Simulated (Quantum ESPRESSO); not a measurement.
**Energy of Te along an even scaling of the cell**

System: Te (P3₁21, 3 atoms in the cell).
Method: Kohn-Sham DFT of a periodic cell, PBEsol, GBRV 1.5 PBEsol, no spin polarisation (Quantum ESPRESSO 7.5).

The 7 runs differ only in the geometry, by an even scaling of the cell at fixed fractional positions. The structure derives from an entry of the Crystallography Open Database.

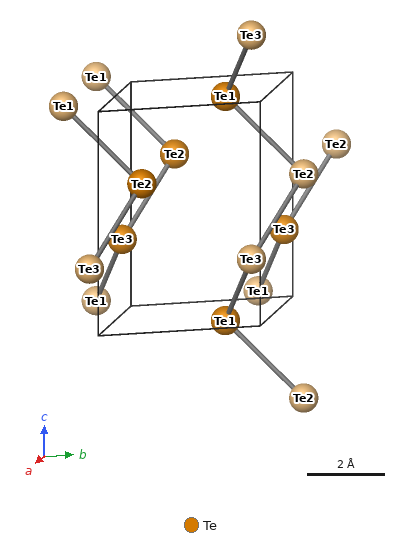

Figure 1. The structure of run 4 (ball-and-stick view of the cell of the calculation, seen slightly off an axis; neighbours outside the cell are drawn fainter; atoms are numbered from 1 in the order of the input). An atom can appear more than once, as a periodic image.

### The input of run 4
```
&CONTROL
  calculation = 'scf'
  prefix = 'pwscf'
  outdir = './tmp'
  pseudo_dir = './pseudo'
  tprnfor = .true.
  tstress = .true.
  disk_io = 'low'
/
&SYSTEM
  ibrav = 0
  celldm(1) = 8
  nat = 3
  ntyp = 1
  ecutwfc = 45
  ecutrho = 360
  nbnd = 15
  occupations = 'smearing'
  smearing = 'fd'
  degauss = 0.00367493
/
&ELECTRONS
  conv_thr = 6d-10
  electron_maxstep = 120
  mixing_beta = 0.5
/
ATOMIC_SPECIES
Te   127.6000 te_pbesol_v1.uspp.F.UPF
CELL_PARAMETERS alat
  1.0521050198854   0.0000000000000   0.0000000000000
 -0.5260525099427   0.9111496746803   0.0000000000000
  0.0000000000000   0.0000000000000   1.3993421952854
ATOMIC_POSITIONS crystal
Te     0.7310000000    0.7310000000    0.0000000000
Te     0.0000000000    0.2690000000    0.6666666667
Te     0.2690000000    0.0000000000    0.3333333333
K_POINTS automatic
7 7 5 0 0 0
```

### File pp_density.in of run 4
```
&INPUTPP
  prefix = 'pwscf'
  outdir = './tmp'
  filplot = 'density.dat'
  plot_num = 0
/
&PLOT
  nfile = 1
  filepp(1) = 'density.dat'
  iflag = 3
  output_format = 6
  fileout = 'density.cube'
/
```

### File pp_potential.in of run 4
```
&INPUTPP
  prefix = 'pwscf'
  outdir = './tmp'
  filplot = 'potential.dat'
  plot_num = 11
/
&PLOT
  nfile = 1
  filepp(1) = 'potential.dat'
  iflag = 3
  output_format = 6
  fileout = 'potential.cube'
/
```

Command:
```bash
OMP_NUM_THREADS=1 mpirun -n 2 pw.x -nk 2 -in pw.in > pw.out
OMP_NUM_THREADS=1 mpirun -n 1 pp.x -in pp_density.in > pp_density.out
OMP_NUM_THREADS=1 mpirun -n 1 pp.x -in pp_potential.in > pp_potential.out
```

Lattice vectors (Å) and fractional positions of run 4:
```
   4.454000    0.000000    0.000000
  -2.227000    3.857277    0.000000
   0.000000    0.000000    5.924000
Te  0.731000  0.731000  0.000000
Te -0.000000  0.269000  0.666667
Te  0.269000  0.000000  0.333333
```

Run 2 has the same physical settings and fractional positions; its lattice vectors (Å) are:
```
   4.393803    0.000000    0.000000
  -2.196902    3.805145    0.000000
   0.000000    0.000000    5.843936
```

### Results, with one run withheld

```csv
run,volume per atom (Å³),"free energy per atom, from the lowest run given (meV)",pressure (GPa),gap on the mesh (eV)
1,31.890,10.25,2.46,0.56
2,32.568,?,?,?
3,33.247,0.00,0.05,0.57
4,33.925,1.98,−0.97,0.58
5,34.604,8.00,−1.87,0.58
6,35.282,17.64,−2.67,0.59
7,35.961,30.47,−3.38,0.59
```

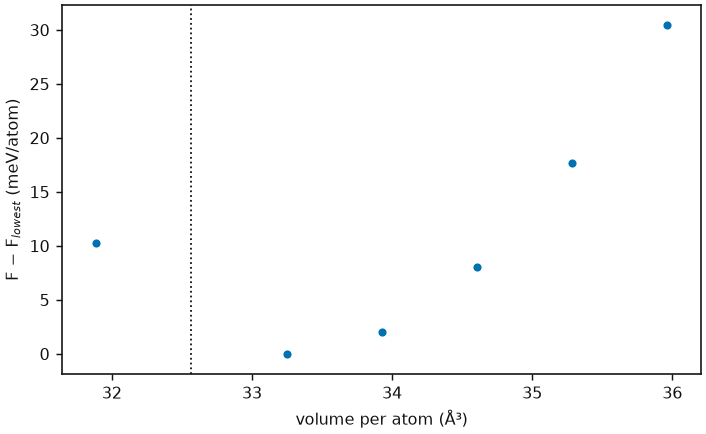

Figure 2. Free energy per atom of the runs given; the dotted line marks run 2.

Fit the runs given and predict run 2.

A cubic polynomial in V^(−2/3) (the Birch–Murnaghan form), fitted to the 6 runs given, misses them by at most 0.01 meV per atom. With x = V^(−2/3) − 0.09508 Å⁻², it reads F = 3.2297 − 4091.6 x + 1.2857e+06 x² + 5.0051e+06 x³ (meV per atom). At run 2 it gives 2.57 meV per atom, and the run itself gives 2.57. The slope of the fit gives a pressure −dF/dV of 1.19 GPa there, and the run prints 1.18 GPa. The fit has its minimum at 33.278 Å³ per atom, where V d²F/dV² gives 52.4 GPa. Cell shape and fractional positions are held, so this is the stiffness under even scaling; the relaxed bulk modulus wasn't computed and can be far lower in a crystal of layers, chains or molecules like this one. The gap on the mesh goes, without turning, from 0.56 eV in run 1 to 0.59 eV in run 7; run 2 has 0.57 eV. These are gaps of this functional on this mesh, which can miss the band edges; they aren't the measured gap.

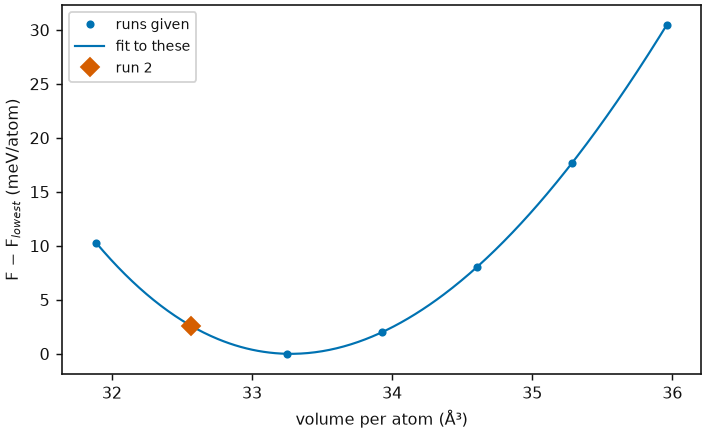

Figure 3. The fit and the withheld run.

### Some lines of the output (run 2)
```
[...]
     unit-cell volume          =     659.3469 (a.u.)^3
     number of k points=    32  Fermi-Dirac smearing, width (Ry)=  0.0037
     total energy              =     -79.30156001 Ry
     total energy              =     -79.30163926 Ry
     total energy              =     -79.30175116 Ry
     total energy              =     -79.30177772 Ry
     total energy              =     -79.30177922 Ry
     total energy              =     -79.30177952 Ry
     the Fermi energy is     6.5864 ev
!    total energy              =     -79.30177953 Ry
     The total energy is F=E-TS. E is the sum of the following terms:
     Computing stress (Cartesian axis) and pressure
          total   stress  (Ry/bohr**3)                   (kbar)     P=       11.84
```
